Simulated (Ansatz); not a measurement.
## Two runs on Ti$_{2}$O

System: Ti$_{2}$O (3 atoms in the cell).
Method of the first run: DFT PBEsol, scalar-relativistic, plane waves, PAW, spin-polarised (Ansatz 0.2.0).

The structure derives from an entry of the Crystallography Open Database. Text and figures count atoms from 1; the logs count them from 0 in places.

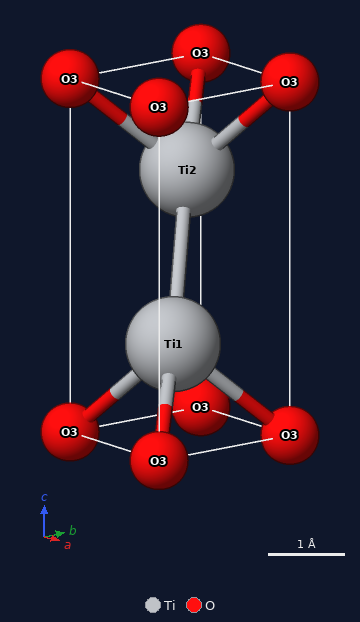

The input geometry (ball-and-stick view of the cell of the calculation, seen slightly off an axis; atoms are numbered from 1 in the order of the input). An atom can appear more than once, as a periodic image.

**The input, the first run**
```yaml
crystal:
  lattice:
    - [2.9193980238, 0.0, 0.0]
    - [-1.4596990119, 2.5282728524, 0.0]
    - [0.0, 0.0, 4.713]
  atoms:
    - { symbol: Ti, position: [0.6666666667, 0.3333333333, 0.27874], spin: 2.5 }
    - { symbol: Ti, position: [0.3333333333, 0.6666666667, 0.72126], spin: 2.5 }
    - { symbol: O, position: [0.0, 0.0, 0.0] }
basis:
  ecutwfc: 420
kpoints:
  mp_grid: { grid: [18, 18, 10] }
hamiltonian:
  xc: pbesol
scf:
  occupations: { method: gaussian, width: 0.1 }
  lower_state_search: "off"
output:
  forces: true
  stress: true
  eigenvalues: true
  populations: true
magnetization:
  spin_polarized: true
```

Command:
```bash
ansatz run input.yaml --threads 1 --pin off --max-ram 2560MiB --backend cpu --events-out ev --progress --plain --runs-dir out
```

Hardware: 1 thread of Intel Xeon @ 2.50GHz (Skylake/Cascade Lake), 189 GiB of memory available, shared host.

**Output, shortened to warnings, some set-up lines, iterations and results (the first run)**
```
WARN: the starting moments were not kept: the SCF closed with an absolute magnetisation of 9.5e-7 μB, where they sum to 5 μB in size (2 sites). That is at most 0.1 of that sum. Measured as dr2_m measures the in/out step, that magnetisation stands 9.9e-14 eV from none, at or under the dr2_threshold of 1.0e-7 eV: it is no larger than a step whose dr2_m would equal this threshold. The system may …
Basis set: ecut = 420 eV, 687 PW (Γ), exchange–correlation on 40×40×64 points (8 copies of the dense FFT grid, shifted against one another)
Symmetry: 12 space group operations
k-points: 330 of 3240
Initial density: superposition of atomic densities (chi_scale 0.1, normalization cell, long waves kept (reshape's long-wave potential 0.13 eV rms))
[...]
SCF iter   1: F=—  HF=-5514.628365 eV  |F-HF|=—  |Δ(HF+E_count)|=         —  Δρ=1.80e-1 (↑1.63e-1 ↓1.80e-1)  dr2=2.97e1  dr2_m=5.82e0  M=0.899 μB ∫|m|=1.340 μB  β_m=0.30  …
SCF iter   2: F=—  HF=-5512.328455 eV  |F-HF|=—  |Δ(HF+E_count)|=    2.30e0  Δρ=1.20e-1 (↑1.20e-1 ↓1.09e-1)  dr2=6.96e0  dr2_m=3.76e0  M=0.496 μB ∫|m|=0.775 μB  β_m=0.30  …
SCF iter   3: F=—  HF=-5511.159285 eV  |F-HF|=—  |Δ(HF+E_count)|=    1.17e0  Δρ=8.24e-2 (↑8.09e-2 ↓8.24e-2)  dr2=5.29e-1  dr2_m=2.05e0  M=0.410 μB ∫|m|=0.594 μB  β_m=0.30  …
SCF iter   4: F=—  HF=-5511.324239 eV  |F-HF|=—  |Δ(HF+E_count)|=   1.65e-1  Δρ=6.13e-2 (↑5.94e-2 ↓6.13e-2)  dr2=5.53e-2  dr2_m=1.14e0  M=0.321 μB ∫|m|=0.465 μB  β_m=0.30  …
SCF iter   5: F=—  HF=-5511.493211 eV  |F-HF|=—  |Δ(HF+E_count)|=   1.69e-1  Δρ=4.55e-2 (↑4.55e-2 ↓4.45e-2)  dr2=3.82e-3  dr2_m=6.45e-1  M=0.238 μB ∫|m|=0.358 μB  β_m=0.30  …
[... 8 lines ...]
SCF iter  14: F=—  HF=-5511.724681 eV  |F-HF|=—  |Δ(HF+E_count)|=   2.09e-7  Δρ=1.38e-5 (↑8.01e-6 ↓1.38e-5)  dr2=1.20e-7  dr2_m=1.54e-8  M=-0.000 μB ∫|m|=0.000 μB  β_m=0.59  …
SCF iter  15: F=-5511.724681 eV  HF=-5511.724681 eV  |F-HF|=8.09e-10  |Δ(HF+E_count)|=   2.35e-8  Δρ=1.53e-6 (↑1.53e-6 ↓1.53e-6)  dr2=3.68e-10  dr2_m=6.41e-10  M=-0.000 μB …
SCF iter  16: F=-5511.724681 eV  HF=-5511.724681 eV  |F-HF|=1.04e-10  |Δ(HF+E_count)|=   1.11e-9  Δρ=4.54e-7 (↑4.54e-7 ↓4.30e-7)  dr2=5.72e-12  dr2_m=6.06e-11  M=-0.000 μB …
SCF iter  17: F=-5511.724681 eV  HF=-5511.724681 eV  |F-HF|=9.09e-13  |Δ(HF+E_count)|=  1.41e-10  Δρ=6.94e-8 (↑6.94e-8 ↓3.44e-8)  dr2=8.21e-13  dr2_m=5.79e-13  M=-0.000 μB …
SCF 1 converged in 17 iterations: F = -5511.724681 eV  dr2 = 8.21e-13
SCF converged after 17 iterations
Magnetization: -0.0000 μB (15.0000 up, 15.0000 down)
Absolute magnetization: 0.0000 μB (∫|ρ↑−ρ↓|, with the PAW one-centre terms)
Spin contamination: 0.0000 ħ² per cell (⟨S²⟩ above its minimum at these occupations)
Per-site moments (μB) at R_I (Å): [(-3.2636397354261345e-8, 0.8815129394801346), (-3.2636397370342345e-8, 0.8815129394801346), (4.221161214361184e-8, 0.8815129394801346)]
Free energy (F): -5511.724681 eV
Harris-Foulkes:  -5511.724681 eV  (|F-HF|=9.09e-13)
Internal energy: -5511.720510 eV  (E = F + TS)
E sigma→0 (E₀):  -5511.722595 eV
Entropy (-TS):   -0.004171 eV (-1.390 meV/atom)
Fermi energy:    16.004240 eV
--- Per-component energies (eV) ---
  E_band       = -237.046783
  E_kinetic    = 725.282230
  E_local      = -1665.410840  (includes V_loc(G=0)·N_el)
  E_nonlocal   = 65.830482
  E_hartree    = 677.043742
  E_xc         = -269.142037
  E_vxc        = -340.445788  (∫ρ·V_xc dr)
  E_paw        = -2197.284218  (= ΣΔE_a)
  E_vpaw       = -376.392969  (= ΣTr[D̂ρ^β])
  E_aug_tail   = 0.002618  (compensation charges beyond the density's cutoff)
  E_ewald      = -2848.356544
  E_core_change = 0.314057  (= ΣΔE_core)
  E_smearing   = -0.004171  (= −TS)
  E_closure    = -0.000000  (closes the sum)
  Σ components = -5511.724681   (vs F -5511.724681, Δ=0.00e0)
--- Forces (eV/Å), atoms counted from 1 ---
  atom   1  Ti    -0.00000000     0.00000000    -1.32870976
  atom   2  Ti     0.00000000    -0.00000000     1.32870976
  atom   3  O      0.00000000    -0.00000000     0.00000000
  max |Σ_I F_I| component: 1.85e-17 eV/Å
--- Stress (GPa, compression-positive) ---
        2.787325      -0.000000      -0.000000
        0.000000       2.787325      -0.000000
       -0.000000       0.000000       7.706873
  P = ⅓ Tr σ = 4.4272 GPa (44.272 kbar)
--- Löwdin populations: 3 sites ---
  site symbol       q [e]    m [muB]
     0     Ti     11.5283    -0.0000
     1     Ti     11.5283    -0.0000
     2      O      6.6985     0.0000
  spilling = 0.008163 (of n_electrons = 30.000000)
```

For the second run the input was changed thus:
```diff
-  ecutwfc: 420
+  ecutwfc: 500
-  xc: pbesol
+  xc: r2scan
```

What does this change do to the results?

The total energies belong to different methods, so their difference says nothing on which is more stable or more accurate. The pressure goes from 4.43 to 9.02 GPa. The largest force goes from 1.329 to 1.049 eV/Å. The functional changes from PBEsol to r2SCAN. The SCF takes 18 iterations against 17. The plane waves at Γ go from 687 to 881. On the same kind of shared host the second run took about 2.6 times as long.

**Output, shortened to warnings, some set-up lines, iterations and results (the second run)**
```
WARN: the starting moments were not kept: the SCF closed with an absolute magnetisation of 9.1e-6 μB, where they sum to 5 μB in size (2 sites). That is at most 0.1 of that sum. Measured as dr2_m measures the in/out step, that magnetisation stands 2.7e-11 eV from none, at or under the dr2_threshold of 1.0e-7 eV: it is no larger than a step whose dr2_m would equal this threshold. The system may …
Basis set: ecut = 500 eV, 881 PW (Γ), exchange–correlation on 96×96×144 points (64 copies of the dense FFT grid, shifted against one another)
Symmetry: 12 space group operations
k-points: 330 of 3240
Initial density: superposition of atomic densities (chi_scale 0.1, normalization cell, long waves kept (reshape's long-wave potential 0.13 eV rms))
[...]
SCF iter   1: F=-5564.636549 eV  HF=-5581.471250 eV  |F-HF|=1.68e1  |Δ(HF+E_count)|=         —  Δρ=1.58e-1 (↑1.50e-1 ↓1.58e-1)  dr2=2.13e1  dr2_τ=2.79e-1  dr2_m=5.14e0  …
SCF iter   2: F=-5576.461272 eV  HF=-5580.084667 eV  |F-HF|=3.62e0  |Δ(HF+E_count)|=    1.39e0  Δρ=1.13e-1 (↑1.13e-1 ↓1.05e-1)  dr2=6.63e0  dr2_τ=1.02e-1  dr2_m=3.38e0  …
SCF iter   3: F=-5580.160376 eV  HF=-5579.551252 eV  |F-HF|=6.09e-1  |Δ(HF+E_count)|=   5.33e-1  Δρ=8.04e-2 (↑7.94e-2 ↓8.04e-2)  dr2=6.28e-1  dr2_τ=4.92e-2  dr2_m=1.95e0  …
SCF iter   4: F=-5580.457130 eV  HF=-5579.964606 eV  |F-HF|=4.93e-1  |Δ(HF+E_count)|=   4.13e-1  Δρ=6.15e-2 (↑5.96e-2 ↓6.15e-2)  dr2=6.71e-2  dr2_τ=2.08e-2  dr2_m=1.14e0  …
SCF iter   5: F=-5580.526196 eV  HF=-5580.237402 eV  |F-HF|=2.89e-1  |Δ(HF+E_count)|=   2.73e-1  Δρ=4.66e-2 (↑4.66e-2 ↓4.54e-2)  dr2=4.85e-3  dr2_τ=1.09e-2  dr2_m=6.73e-1  …
[... 9 lines ...]
SCF iter  15: F=-5580.606483 eV  HF=-5580.606481 eV  |F-HF|=1.88e-6  |Δ(HF+E_count)|=   2.49e-5  Δρ=5.56e-6 (↑4.86e-6 ↓5.56e-6)  dr2=6.87e-10  dr2_τ=4.21e-10  dr2_m=8.35e-9  …
SCF iter  16: F=-5580.606483 eV  HF=-5580.606483 eV  |F-HF|=2.79e-7  |Δ(HF+E_count)|=   1.71e-6  Δρ=1.87e-6 (↑1.63e-6 ↓1.87e-6)  dr2=1.91e-10  dr2_τ=4.47e-11  dr2_m=9.06e-10  …
SCF iter  17: F=-5580.606483 eV  HF=-5580.606483 eV  |F-HF|=2.52e-8  |Δ(HF+E_count)|=   2.69e-7  Δρ=5.19e-7 (↑5.19e-7 ↓4.43e-7)  dr2=1.96e-11  dr2_τ=3.79e-12  dr2_m=6.29e-11  …
SCF iter  18: F=-5580.606483 eV  HF=-5580.606483 eV  |F-HF|=5.95e-10  |Δ(HF+E_count)|=   2.58e-8  Δρ=1.93e-7 (↑1.56e-7 ↓1.93e-7)  dr2=7.12e-12  dr2_τ=5.17e-13  dr2_m=5.38e-12 …
SCF 1 converged in 18 iterations: F = -5580.606483 eV  dr2 = 7.12e-12
this state was not tested for a lower state beside it, because the mixer in use, unlike msr1, does not test its closes by its own steps (another_mixer; see scf.mixing.algorithm and scf.lower_state_search)
SCF converged after 18 iterations
Magnetization: -0.0000 μB (15.0000 up, 15.0000 down)
Absolute magnetization: 0.0000 μB (∫|ρ↑−ρ↓|, with the PAW one-centre terms)
Spin contamination: 0.0000 ħ² per cell (⟨S²⟩ above its minimum at these occupations)
Per-site moments (μB) at R_I (Å): [(1.1189171216820497e-6, 0.8815129394801346), (1.1189171215635405e-6, 0.8815129394801346), (-2.465744093412134e-6, 0.8815129394801346)]
Free energy (F): -5580.606483 eV
Harris-Foulkes:  -5580.606483 eV  (|F-HF|=5.95e-10)
Internal energy: -5580.602558 eV  (E = F + TS)
E sigma→0 (E₀):  -5580.604520 eV
Entropy (-TS):   -0.003925 eV (-1.308 meV/atom)
Fermi energy:    16.282136 eV
--- Per-component energies (eV) ---
  E_band       = -266.085230
  E_kinetic    = 728.537346
  E_local      = -1662.686099  (includes V_loc(G=0)·N_el)
  E_nonlocal   = 61.306176
  E_hartree    = 677.437068
  E_xc         = -262.485966
  E_vxc        = -375.484844  (∫ρ·V_xc dr)
  E_paw        = -2273.816882  (= ΣΔE_a)
  E_vpaw       = -397.520702  (= ΣTr[D̂ρ^β])
  E_aug_tail   = 0.001199  (compensation charges beyond the density's cutoff)
  E_vtau       = 24.887592  (kinetic-family band-sum trace: ∫τ·v_τ [+ j·A + Jᵃ·Aᵃ] dr)
  E_ewald      = -2848.356544
  E_core_change = -0.538855  (= ΣΔE_core)
  E_smearing   = -0.003925  (= −TS)
  E_closure    = -0.000000  (closes the sum)
  Σ components = -5580.606483   (vs F -5580.606483, Δ=0.00e0)
--- Forces (eV/Å), atoms counted from 1 ---
  atom   1  Ti    -0.00000000     0.00000000    -1.04894883
  atom   2  Ti     0.00000000    -0.00000000     1.04894883
  atom   3  O      0.00000000     0.00000000     0.00000000
  max |Σ_I F_I| component: 6.16e-32 eV/Å
--- Stress (GPa, compression-positive) ---
        6.417736       0.000000      -0.000000
        0.000000       6.417736       0.000000
       -0.000000       0.000000      14.220068
  P = ⅓ Tr σ = 9.0185 GPa (90.185 kbar)
--- Löwdin populations: 3 sites ---
  site symbol       q [e]    m [muB]
     0     Ti     11.4869     0.0000
     1     Ti     11.4869     0.0000
     2      O      6.7701    -0.0000
  spilling = 0.008537 (of n_electrons = 30.000000)
```

**The two runs side by side**

| quantity | the first run | the second run |
| --- | --- | --- |
| outcome | converged | converged |
| free energy per atom (eV) | −1837.2416 | −1860.2022 |
| energy per atom, smearing taken to zero (eV) | −1837.2409 | −1860.2015 |
| gap on the mesh (eV) | 0.00 | 0.00 |
| net moment of the cell (μB) | 0.00 | 0.00 |
| absolute moment of the cell (μB) | 0.00 | 0.00 |
| pressure (GPa) | 4.43 | 9.02 |
| largest force (eV/Å) | 1.329 | 1.049 |
| SCF iterations | 17 | 18 |
| irreducible k-points | 330 | 330 |
| plane waves at Γ | 687 | 881 |
| wall time (shared host) | 96 s | 4.2 min |

For the first run: Warnings: some starting moments were not kept. For the second run: The electronic state found may not be the lowest one. Warnings: some starting moments were not kept; the state was not tested for a lower one.
